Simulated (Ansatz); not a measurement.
# Run report: GaN, molecular dynamics (part 3 of 3)

Continued. System: GaN (Fm-3m, 24 atoms in the cell). Method: DFT, PBEsol, plane waves, PAW, no spin polarisation (Ansatz 0.2.0); cutoff 420 eV, 4×4×2 k-mesh, Fermi–Dirac smearing of 0.19 eV. The structure was built on a prototype by a generator. The geometry comes from this level: r2SCAN. It belongs to a series of runs on one base structure; here: npt_langevin at 2200 K.

Geometry of the input (Å; fractional positions):
```
0.0000  4.2170  4.2170
4.2170  0.0000  4.2170
6.3255  6.3255  0.0000
Ga 0.0000  0.0000  0.0000
N  0.2500  0.2500  0.1667
Ga 0.0000  -0.0000  0.3333
N  0.2500  0.2500  0.5000
Ga 0.0000  -0.0000  0.6667
N  0.2500  0.2500  0.8333
Ga 0.0000  0.5000  0.0000
N  0.2500  0.7500  0.1667
Ga 0.0000  0.5000  0.3333
N  0.2500  0.7500  0.5000
Ga 0.0000  0.5000  0.6667
N  0.2500  0.7500  0.8333
Ga 0.5000  0.0000  0.0000
N  0.7500  0.2500  0.1667
Ga 0.5000  -0.0000  0.3333
N  0.7500  0.2500  0.5000
Ga 0.5000  -0.0000  0.6667
N  0.7500  0.2500  0.8333
Ga 0.5000  0.5000  0.0000
N  0.7500  0.7500  0.1667
Ga 0.5000  0.5000  0.3333
N  0.7500  0.7500  0.5000
Ga 0.5000  0.5000  0.6667
N  0.7500  0.7500  0.8333
```

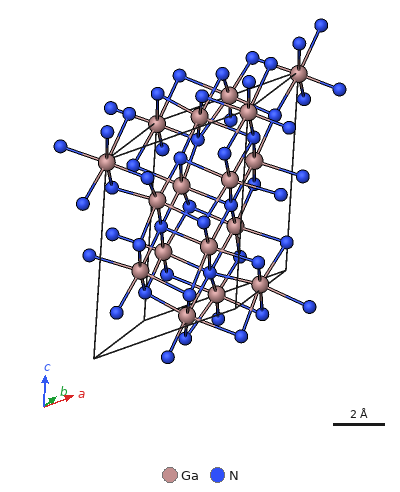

**Figure 1.** The geometry at step 15 of the log (ball-and-stick view of the reduced cell, seen slightly off an axis; bonded neighbours outside the cell are drawn too).

Trajectory as extended XYZ, continued
```
24
Lattice="0.0000 4.2179 4.2179 4.2179 0.0000 4.2179 6.3268 6.3268 0.0000" Properties=species:S:1:pos:R:3:forces:R:3 step=10 time_fs=10.0 energy=-49461.76538 temperature=1722.5 pressure_GPa=8.75
Ga   -0.0388   -0.0504    0.0358    2.8016   0.4211   0.6996
N     2.1696    2.0487    2.1572   -0.3578   0.1339  -0.6732
Ga    2.1117    2.0899   -0.0123   -0.2904  -0.5343   0.1345
N     4.1697    4.3572    2.1446   -0.0373  -1.6525  -0.1813
Ga    4.2339    4.1755    0.0269   -0.0249   0.4677  -0.6637
N     6.2092    6.2905    2.1857    2.4277  -0.2532   0.6616
Ga    2.1911   -0.0173    2.1963   -1.6631  -0.6302  -0.6649
N     4.2616    2.2486    4.3086    0.1565  -1.4149  -1.3168
Ga    4.2156    2.0846    2.0614    0.0294   0.1235   0.8852
N     6.2999    4.1252    4.1658    0.7625   1.1233   1.0684
Ga    6.2817    4.1986    2.1425    0.7712   0.7360  -0.3112
N     8.7101    6.3427    4.4396   -3.3781   0.0445  -3.3707
Ga    0.0640    2.2311    2.0780   -1.0238  -1.5154  -0.0179
N     1.9669    4.1005    4.1884   -0.0210   1.5019  -0.4722
Ga    2.0745    4.2158    2.0100    0.3657   0.1661   0.8192
N     4.2746    6.3969    4.3088   -0.7087  -0.5954   0.1029
Ga    4.2638    6.3787    2.0864   -0.2689   0.4349   1.4050
N     6.3167    8.3747    4.1211    0.2864  -0.1293   0.6613
Ga    2.0526    2.1234    4.1264    0.6102  -0.2922   1.6779
N     4.1219    4.2396    6.1400    1.3102   0.5117   1.3153
Ga    4.1682    4.2107    4.1394   -0.1137   0.1417  -0.0251
N     6.4197    6.3008    6.3989   -0.9446   0.2342  -1.0972
Ga    6.3080    6.3050    4.2767   -0.0908   0.2373  -1.1268
N     8.4467    8.4474    6.3216   -0.5982   0.7399   0.4904
24
Lattice="0.0000 4.2183 4.2183 4.2183 0.0000 4.2183 6.3275 6.3275 0.0000" Properties=species:S:1:pos:R:3:forces:R:3 step=11 time_fs=11.0 energy=-49461.39935 temperature=1631.0 pressure_GPa=9.44
Ga   -0.0416   -0.0558    0.0397    3.2658   0.4375   0.7175
N     2.1690    2.0420    2.1569   -0.3349   0.1886  -0.7041
Ga    2.1125    2.0890   -0.0145   -0.3622  -0.5812   0.1888
N     4.1652    4.3655    2.1485   -0.0362  -1.7035  -0.2311
Ga    4.2369    4.1696    0.0285   -0.0386   0.5897  -0.7327
N     6.2032    6.2923    2.1926    2.5593  -0.3814   0.7361
Ga    2.1992   -0.0190    2.2044   -1.8442  -0.6740  -0.6990
N     4.2636    2.2552    4.3199    0.1648  -1.4562  -1.4684
Ga    4.2156    2.0855    2.0549   -0.0215   0.0749   1.0546
N     6.2948    4.1173    4.1657    0.8254   1.2281   1.1063
Ga    6.2782    4.1967    2.1453    0.8433   0.8397  -0.3019
N     8.7327    6.3465    4.4554   -3.8635   0.0145  -3.6613
Ga    0.0715    2.2427    2.0758   -1.0912  -1.5972  -0.0255
N     1.9541    4.0890    4.1878    0.0281   1.6469  -0.5514
Ga    2.0720    4.2159    2.0029    0.3578   0.1665   0.8741
N     4.2742    6.4054    4.3208   -0.7061  -0.6496  -0.0330
Ga    4.2675    6.3871    2.0841   -0.3266   0.4430   1.5715
N     6.3185    8.3686    4.1076    0.2464  -0.1041   0.7655
Ga    2.0481    2.1226    4.1183    0.6782  -0.3363   1.8039
N     4.1115    4.2499    6.1278    1.4787   0.4746   1.3544
Ga    4.1613    4.2113    4.1298   -0.1063   0.0948   0.0821
N     6.4235    6.2995    6.4040   -0.9573   0.2590  -1.1821
Ga    6.3057    6.3036    4.2836   -0.0965   0.2415  -1.2571
N     8.4458    8.4484    6.3164   -0.6626   0.7842   0.5929
24
Lattice="0.0000 4.2189 4.2189 4.2189 0.0000 4.2189 6.3284 6.3284 0.0000" Properties=species:S:1:pos:R:3:forces:R:3 step=12 time_fs=12.0 energy=-49461.04611 temperature=1490.5 pressure_GPa=10.00
Ga   -0.0431   -0.0604    0.0433    3.6675   0.4409   0.7296
N     2.1687    2.0360    2.1566   -0.3116   0.2412  -0.7302
Ga    2.1129    2.0883   -0.0163   -0.4224  -0.6234   0.2380
N     4.1601    4.3710    2.1524   -0.0156  -1.7165  -0.2900
Ga    4.2406    4.1634    0.0300   -0.0607   0.7279  -0.8025
N     6.2009    6.2950    2.1998    2.6164  -0.5146   0.7898
Ga    2.2070   -0.0210    2.2122   -2.0353  -0.7080  -0.7180
N     4.2678    2.2626    4.3308    0.1498  -1.5043  -1.6028
Ga    4.2161    2.0869    2.0492   -0.0805   0.0356   1.2258
N     6.2907    4.1081    4.1648    0.8720   1.3525   1.1468
Ga    6.2743    4.1951    2.1482    0.9185   0.9380  -0.2876
N     8.7526    6.3506    4.4696   -4.2768  -0.0074  -3.9017
Ga    0.0794    2.2541    2.0737   -1.1569  -1.6713  -0.0262
N     1.9425    4.0779    4.1877    0.0821   1.7830  -0.6280
Ga    2.0693    4.2164    1.9964    0.3559   0.1598   0.9159
N     4.2719    6.4140    4.3319   -0.6783  -0.7264  -0.1869
Ga    4.2713    6.3954    2.0821   -0.3641   0.4501   1.7238
N     6.3208    8.3611    4.0943    0.2007  -0.0499   0.8780
Ga    2.0439    2.1218    4.1104    0.7402  -0.3869   1.9244
N     4.1015    4.2612    6.1191    1.6618   0.4266   1.3649
Ga    4.1536    4.2124    4.1213   -0.0915   0.0469   0.1977
N     6.4266    6.2973    6.4081   -0.9594   0.2882  -1.2577
Ga    6.3034    6.3022    4.2910   -0.0935   0.2402  -1.3841
N     8.4454    8.4526    6.3123   -0.7182   0.7779   0.6808
24
Lattice="0.0000 4.2195 4.2195 4.2195 0.0000 4.2195 6.3292 6.3292 0.0000" Properties=species:S:1:pos:R:3:forces:R:3 step=13 time_fs=13.0 energy=-49460.71031 temperature=1413.1 pressure_GPa=10.62
Ga   -0.0430   -0.0641    0.0468    4.0056   0.4332   0.7455
N     2.1685    2.0300    2.1564   -0.2898   0.2920  -0.7552
Ga    2.1130    2.0876   -0.0175   -0.4654  -0.6569   0.2756
N     4.1539    4.3760    2.1581    0.0132  -1.7187  -0.3858
Ga    4.2444    4.1565    0.0317   -0.0884   0.8866  -0.8764
N     6.2008    6.2969    2.2075    2.6210  -0.6357   0.8186
Ga    2.2141   -0.0233    2.2196   -2.2151  -0.7311  -0.7229
N     4.2729    2.2695    4.3418    0.1285  -1.5526  -1.7338
Ga    4.2167    2.0879    2.0439   -0.1418   0.0121   1.3747
N     6.2881    4.0987    4.1636    0.9054   1.4765   1.1841
Ga    6.2702    4.1938    2.1499    0.9942   1.0315  -0.2592
N     8.7703    6.3543    4.4809   -4.6273  -0.0229  -4.0812
Ga    0.0871    2.2659    2.0714   -1.2171  -1.7358  -0.0034
N     1.9322    4.0661    4.1879    0.1376   1.9360  -0.7053
Ga    2.0661    4.2176    1.9902    0.3614   0.1476   0.9487
N     4.2686    6.4225    4.3405   -0.6413  -0.8154  -0.3227
Ga    4.2750    6.4034    2.0801   -0.3809   0.4645   1.8527
N     6.3231    8.3530    4.0820    0.1524   0.0159   0.9826
Ga    2.0405    2.1208    4.1034    0.7884  -0.4513   2.0307
N     4.0931    4.2744    6.1113    1.8381   0.3539   1.3582
Ga    4.1460    4.2134    4.1126   -0.0732   0.0012   0.3388
N     6.4299    6.2962    6.4102   -0.9662   0.3130  -1.3109
Ga    6.3013    6.3009    4.2980   -0.0863   0.2323  -1.5070
N     8.4453    8.4599    6.3086   -0.7530   0.7240   0.7536
24
Lattice="0.0000 4.2199 4.2199 4.2199 0.0000 4.2199 6.3298 6.3298 0.0000" Properties=species:S:1:pos:R:3:forces:R:3 step=14 time_fs=14.0 energy=-49460.40990 temperature=1248.1 pressure_GPa=11.06
Ga   -0.0420   -0.0672    0.0505    4.3029   0.4272   0.7654
N     2.1684    2.0244    2.1546   -0.2775   0.3358  -0.7566
Ga    2.1129    2.0866   -0.0182   -0.4958  -0.6713   0.3093
N     4.1477    4.3800    2.1654    0.0448  -1.7004  -0.5153
Ga    4.2482    4.1496    0.0338   -0.1246   1.0576  -0.9510
N     6.2011    6.2976    2.2166    2.6045  -0.7456   0.8095
Ga    2.2206   -0.0254    2.2265   -2.3621  -0.7452  -0.7142
N     4.2787    2.2740    4.3516    0.0967  -1.5720  -1.8451
Ga    4.2170    2.0884    2.0390   -0.2033   0.0137   1.5080
N     6.2872    4.0902    4.1640    0.9251   1.5913   1.1920
Ga    6.2661    4.1923    2.1507    1.0643   1.1161  -0.2046
N     8.7855    6.3567    4.4873   -4.9369  -0.0311  -4.1643
Ga    0.0937    2.2771    2.0694   -1.2625  -1.7738   0.0167
N     1.9235    4.0534    4.1877    0.1896   2.1074  -0.7755
Ga    2.0622    4.2196    1.9836    0.3721   0.1263   0.9793
N     4.2650    6.4314    4.3476   -0.5938  -0.9130  -0.4470
Ga    4.2795    6.4111    2.0781   -0.4014   0.4764   1.9273
N     6.3258    8.3462    4.0699    0.1032   0.0741   1.0903
Ga    2.0381    2.1205    4.0973    0.8309  -0.5364   2.1002
N     4.0868    4.2901    6.1028    1.9872   0.2298   1.3414
Ga    4.1387    4.2152    4.1036   -0.0491  -0.0689   0.5053
N     6.4333    6.2968    6.4114   -0.9640   0.3347  -1.3519
Ga    6.2993    6.2998    4.3044   -0.0778   0.2181  -1.6176
N     8.4456    8.4682    6.3063   -0.7727   0.6493   0.7985
24
Lattice="0.0000 4.2204 4.2204 4.2204 0.0000 4.2204 6.3306 6.3306 0.0000" Properties=species:S:1:pos:R:3:forces:R:3 step=15 time_fs=15.0 energy=-49460.16277 temperature=1186.5 pressure_GPa=11.52
Ga   -0.0408   -0.0695    0.0541    4.4957   0.4265   0.7988
N     2.1692    2.0197    2.1508   -0.2836   0.3630  -0.7315
Ga    2.1131    2.0854   -0.0188   -0.5196  -0.6790   0.3413
N     4.1418    4.3815    2.1721    0.0792  -1.6430  -0.6550
Ga    4.2522    4.1428    0.0366   -0.1642   1.2353  -1.0275
N     6.2012    6.2995    2.2289    2.5753  -0.8571   0.7429
Ga    2.2266   -0.0274    2.2331   -2.4694  -0.7476  -0.7006
N     4.2845    2.2753    4.3595    0.0548  -1.5518  -1.9251
Ga    4.2172    2.0879    2.0347   -0.2532   0.0436   1.6224
N     6.2882    4.0819    4.1645    0.9224   1.7016   1.1944
Ga    6.2623    4.1907    2.1518    1.1314   1.1930  -0.1448
N     8.7964    6.3594    4.4901   -5.1315  -0.0462  -4.1774
Ga    0.0995    2.2878    2.0674   -1.2973  -1.8026   0.0328
N     1.9150    4.0414    4.1865    0.2566   2.2735  -0.8291
Ga    2.0582    4.2215    1.9772    0.3847   0.1086   1.0020
N     4.2614    6.4400    4.3533   -0.5393  -1.0232  -0.5617
Ga    4.2849    6.4190    2.0764   -0.4386   0.4774   1.9595
N     6.3303    8.3406    4.0586    0.0326   0.1385   1.1943
Ga    2.0358    2.1206    4.0918    0.8725  -0.6301   2.1406
N     4.0831    4.3068    6.0947    2.0863   0.0610   1.3095
Ga    4.1318    4.2172    4.0948   -0.0202  -0.1569   0.6856
N     6.4350    6.2985    6.4129   -0.9357   0.3446  -1.3966
Ga    6.2972    6.2990    4.3103   -0.0630   0.2025  -1.7029
N     8.4456    8.4776    6.3051   -0.7760   0.5685   0.8281
24
Lattice="0.0000 4.2211 4.2211 4.2211 0.0000 4.2211 6.3316 6.3316 0.0000" Properties=species:S:1:pos:R:3:forces:R:3 step=16 time_fs=16.0 energy=-49459.97418 temperature=1192.6 pressure_GPa=11.91
Ga   -0.0388   -0.0710    0.0575    4.5233   0.4278   0.8548
N     2.1708    2.0157    2.1469   -0.2958   0.3909  -0.7094
Ga    2.1136    2.0850   -0.0192   -0.5400  -0.7006   0.3626
N     4.1352    4.3815    2.1774    0.1208  -1.5674  -0.7822
Ga    4.2559    4.1355    0.0393   -0.1886   1.4229  -1.1019
N     6.2030    6.3034    2.2441    2.4973  -0.9674   0.6230
Ga    2.2313   -0.0298    2.2401   -2.5467  -0.7341  -0.6834
N     4.2898    2.2742    4.3663    0.0136  -1.5023  -1.9934
Ga    4.2176    2.0875    2.0312   -0.2945   0.0863   1.7188
N     6.2908    4.0745    4.1636    0.9008   1.7908   1.2151
Ga    6.2590    4.1891    2.1533    1.1973   1.2681  -0.1088
N     8.8032    6.3618    4.4897   -5.1703  -0.0692  -4.1181
Ga    0.1048    2.2992    2.0648   -1.3286  -1.8432   0.0785
N     1.9054    4.0313    4.1855    0.3620   2.4237  -0.8810
Ga    2.0540    4.2229    1.9709    0.4008   0.1046   1.0256
N     4.2579    6.4468    4.3579   -0.4926  -1.1249  -0.6701
Ga    4.2908    6.4270    2.0755   -0.4635   0.4768   1.9290
N     6.3360    8.3365    4.0493   -0.0664   0.2013   1.2763
Ga    2.0338    2.1211    4.0863    0.8991  -0.7229   2.1792
N     4.0809    4.3233    6.0875    2.1514  -0.1244   1.2622
Ga    4.1251    4.2186    4.0868    0.0016  -0.2395   0.8587
N     6.4354    6.3010    6.4138   -0.8968   0.3439  -1.4292
Ga    6.2944    6.2976    4.3160   -0.0282   0.2063  -1.7679
N     8.4440    8.4893    6.3029   -0.7560   0.4524   0.8616
24
Lattice="0.0000 4.2220 4.2220 4.2220 0.0000 4.2220 6.3331 6.3331 0.0000" Properties=species:S:1:pos:R:3:forces:R:3 step=17 time_fs=17.0 energy=-49459.83742 temperature=1193.6 pressure_GPa=12.14
Ga   -0.0352   -0.0718    0.0613    4.4289   0.4313   0.9222
N     2.1732    2.0110    2.1437   -0.3144   0.4226  -0.7010
Ga    2.1142    2.0854   -0.0198   -0.5590  -0.7246   0.3789
N     4.1263    4.3796    2.1822    0.1928  -1.4687  -0.9074
Ga    4.2594    4.1290    0.0417   -0.2040   1.6095  -1.1707
N     6.2089    6.3078    2.2611    2.3431  -1.0736   0.4626
Ga    2.2355   -0.0322    2.2480   -2.6032  -0.7070  -0.6602
N     4.2945    2.2730    4.3719   -0.0193  -1.4586  -2.0369
Ga    4.2185    2.0876    2.0275   -0.3422   0.1305   1.8035
N     6.2960    4.0685    4.1619    0.8569   1.8542   1.2403
Ga    6.2567    4.1873    2.1547    1.2567   1.3479  -0.0819
N     8.8082    6.3631    4.4868   -5.1002  -0.0901  -3.9815
Ga    0.1092    2.3111    2.0621   -1.3444  -1.8889   0.1349
N     1.8958    4.0215    4.1835    0.4870   2.5756  -0.9265
Ga    2.0501    4.2243    1.9643    0.4105   0.0958   1.0542
N     4.2549    6.4526    4.3606   -0.4588  -1.2232  -0.7657
Ga    4.2972    6.4353    2.0757   -0.4430   0.4674   1.8427
N     6.3419    8.3335    4.0414   -0.1681   0.2571   1.3490
Ga    2.0322    2.1214    4.0819    0.9156  -0.8188   2.2025
N     4.0798    4.3385    6.0811    2.1908  -0.3030   1.2044
Ga    4.1181    4.2199    4.0796    0.0179  -0.3125   1.0276
N     6.4348    6.3039    6.4129   -0.8543   0.3440  -1.4329
Ga    6.2911    6.2959    4.3223    0.0239   0.2218  -1.8307
N     8.4413    8.5016    6.3023   -0.7134   0.3112   0.8726
24
Lattice="0.0000 4.2233 4.2233 4.2233 0.0000 4.2233 6.3349 6.3349 0.0000" Properties=species:S:1:pos:R:3:forces:R:3 step=18 time_fs=18.0 energy=-49459.75101 temperature=1187.0 pressure_GPa=12.22
Ga   -0.0302   -0.0723    0.0653    4.1788   0.4395   1.0011
N     2.1765    2.0077    2.1400   -0.3538   0.4352  -0.6797
Ga    2.1149    2.0857   -0.0205   -0.5736  -0.7372   0.3908
N     4.1153    4.3749    2.1873    0.2951  -1.3398  -1.0476
Ga    4.2630    4.1236    0.0442   -0.2207   1.8025  -1.2392
N     6.2183    6.3112    2.2800    2.1175  -1.1615   0.2574
Ga    2.2399   -0.0342    2.2562   -2.6565  -0.6689  -0.6297
N     4.2979    2.2721    4.3762   -0.0416  -1.4204  -2.0507
Ga    4.2198    2.0877    2.0237   -0.3911   0.1949   1.8572
N     6.3044    4.0628    4.1605    0.7797   1.9042   1.2596
Ga    6.2553    4.1852    2.1560    1.3151   1.4281  -0.0545
N     8.8105    6.3637    4.4825   -4.8803  -0.1162  -3.8024
Ga    0.1133    2.3229    2.0595   -1.3504  -1.9309   0.1985
N     1.8863    4.0123    4.1801    0.6307   2.7337  -0.9631
Ga    2.0468    4.2264    1.9583    0.4142   0.0735   1.0750
N     4.2520    6.4598    4.3610   -0.4240  -1.3624  -0.8305
Ga    4.3034    6.4437    2.0762   -0.3734   0.4569   1.7451
N     6.3480    8.3310    4.0362   -0.2612   0.3211   1.3958
Ga    2.0313    2.1220    4.0790    0.9270  -0.9191   2.2015
N     4.0799    4.3534    6.0767    2.2157  -0.4849   1.1164
Ga    4.1116    4.2213    4.0721    0.0364  -0.3755   1.2292
N     6.4346    6.3080    6.4102   -0.8162   0.3381  -1.4051
Ga    6.2882    6.2946    4.3288    0.0768   0.2384  -1.8869
N     8.4385    8.5151    6.3031   -0.6443   0.1507   0.8618
24
Lattice="0.0000 4.2247 4.2247 4.2247 0.0000 4.2247 6.3371 6.3371 0.0000" Properties=species:S:1:pos:R:3:forces:R:3 step=19 time_fs=19.0 energy=-49459.69465 temperature=1150.4 pressure_GPa=12.13
Ga   -0.0240   -0.0724    0.0700    3.8095   0.4505   1.0819
N     2.1810    2.0056    2.1357   -0.4140   0.4444  -0.6352
Ga    2.1161    2.0862   -0.0210   -0.5831  -0.7419   0.3991
N     4.1037    4.3699    2.1922    0.4067  -1.2112  -1.1888
Ga    4.2671    4.1185    0.0472   -0.2352   2.0052  -1.3063
N     6.2297    6.3137    2.3005    1.8556  -1.2314   0.0211
Ga    2.2442   -0.0354    2.2642   -2.7003  -0.6256  -0.5876
N     4.3011    2.2702    4.3800   -0.0583  -1.3631  -2.0570
Ga    4.2215    2.0872    2.0206   -0.4381   0.2799   1.8950
N     6.3145    4.0590    4.1605    0.6885   1.9284   1.2630
Ga    6.2548    4.1831    2.1576    1.3726   1.5100  -0.0270
N     8.8113    6.3646    4.4772   -4.5608  -0.1436  -3.5999
Ga    0.1171    2.3348    2.0569   -1.3557  -1.9684   0.2760
N     1.8776    4.0066    4.1770    0.7886   2.8483  -1.0019
Ga    2.0433    4.2294    1.9531    0.4219   0.0455   1.0901
N     4.2492    6.4670    4.3615   -0.3827  -1.5103  -0.8905
Ga    4.3090    6.4520    2.0767   -0.2707   0.4535   1.6364
N     6.3543    8.3290    4.0329   -0.3392   0.3941   1.4210
Ga    2.0316    2.1234    4.0768    0.9259  -1.0060   2.1918
N     4.0808    4.3682    6.0744    2.2384  -0.6795   1.0085
Ga    4.1059    4.2227    4.0646    0.0557  -0.4315   1.4508
N     6.4364    6.3138    6.4066   -0.7900   0.3307  -1.3522
Ga    6.2863    6.2936    4.3354    0.1304   0.2561  -1.9328
N     8.4370    8.5307    6.3039   -0.5656  -0.0339   0.8445
24
Lattice="0.0000 4.2264 4.2264 4.2264 0.0000 4.2264 6.3396 6.3396 0.0000" Properties=species:S:1:pos:R:3:forces:R:3 step=20 time_fs=20.0 energy=-49459.63976 temperature=1120.9 pressure_GPa=12.03
Ga   -0.0175   -0.0724    0.0757    3.4173   0.4617   1.1471
N     2.1857    2.0035    2.1302   -0.4757   0.4596  -0.5579
Ga    2.1175    2.0869   -0.0213   -0.5855  -0.7408   0.4054
N     4.0935    4.3648    2.1972    0.5080  -1.0882  -1.3426
Ga    4.2717    4.1127    0.0500   -0.2469   2.2098  -1.3660
N     6.2412    6.3163    2.3212    1.5954  -1.2952  -0.2245
Ga    2.2479   -0.0358    2.2713   -2.7321  -0.5775  -0.5324
N     4.3062    2.2668    4.3838   -0.0918  -1.2969  -2.0673
Ga    4.2234    2.0859    2.0180   -0.4866   0.3659   1.9296
N     6.3243    4.0567    4.1628    0.6107   1.9305   1.2309
Ga    6.2547    4.1806    2.1590    1.4249   1.5979   0.0126
N     8.8121    6.3655    4.4721   -4.2414  -0.1604  -3.3863
Ga    0.1202    2.3464    2.0544   -1.3534  -1.9936   0.3564
N     1.8698    4.0035    4.1733    0.9581   2.9207  -1.0431
Ga    2.0403    4.2331    1.9482    0.4225   0.0070   1.1099
N     4.2469    6.4728    4.3628   -0.3463  -1.6347  -0.9641
Ga    4.3137    6.4605    2.0775   -0.1551   0.4466   1.5221
N     6.3607    8.3285    4.0291   -0.4090   0.4573   1.4515
Ga    2.0322    2.1256    4.0752    0.9156  -1.0853   2.1624
N     4.0814    4.3817    6.0729    2.2627  -0.8756   0.8947
Ga    4.1005    4.2230    4.0571    0.0766  -0.4773   1.6946
N     6.4379    6.3203    6.4017   -0.7563   0.3258  -1.2692
Ga    6.2850    6.2922    4.3421    0.1839   0.2766  -1.9806
N     8.4364    8.5474    6.3052   -0.4957  -0.2338   0.8168
```

Key numbers

```tsv
quantity	value
outcome	finished
mean temperature over the second half	1321 K
trajectory	20 steps, 20 fs
ensemble	npt_langevin
temperature in the input	2200 K
time step	1.0 fs
space group of the start (tolerance 0.01 Å)	Fm-3m (225)
electrons treated	216
potential energy (free energy of the electrons) (last step)	−49459.6391 eV
Fermi energy (last step)	13.981 eV
pressure (without the kinetic term) (last step)	10.39 GPa
largest force (length of the vector) (last step)	5.430 eV/Å
wall time	6.1 min (CPU time 24 min)
peak memory	1.5 GiB
```

Notes

So short a trajectory is not equilibrated. The logged temperature at the start can lie below the typed one, since it is counted over all degrees of freedom.
